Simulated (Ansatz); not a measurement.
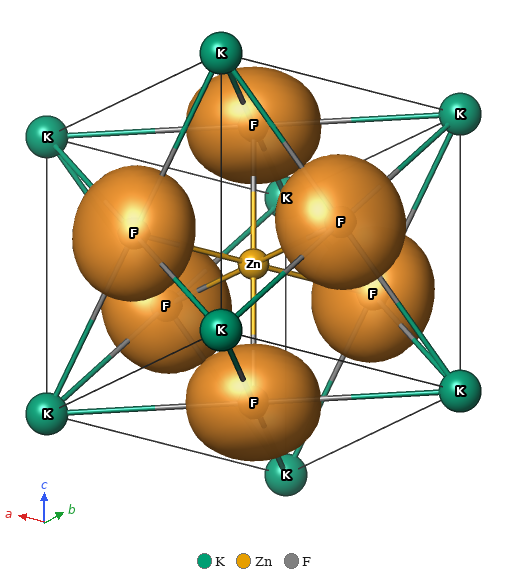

Figure. KZnF3. Isosurface of the ELF at 0.6 (orange), seen at an oblique angle. Only the valence region is drawn (cores and ρ < 0.01 e/Å³ removed). Sticks mark near contacts.

Space group Pm-3m; computed pressure about −8 GPa in this cell.

Method: DFT LDA, scalar-relativistic, plane waves, PAW in Ansatz.

In a PAW calculation such maps are meaningful between the atoms, not at the nuclei.

### Describe the localisation domains.

The surface consists of three regions wrapped around F (the valence shell of each), counted in one cell of 5 atoms. Regions shared between cells count once.

Values along the shortest contacts:
Zn–F (2.06 Å): the ELF peaks at about 0.80 in the valence shell of F, 0.6 Å from its nucleus, and is about 0.15 at the midpoint; no localised pair shows between them. K–F (2.92 Å): the ELF is about 0 at the midpoint: a closed-shell, largely ionic contact.
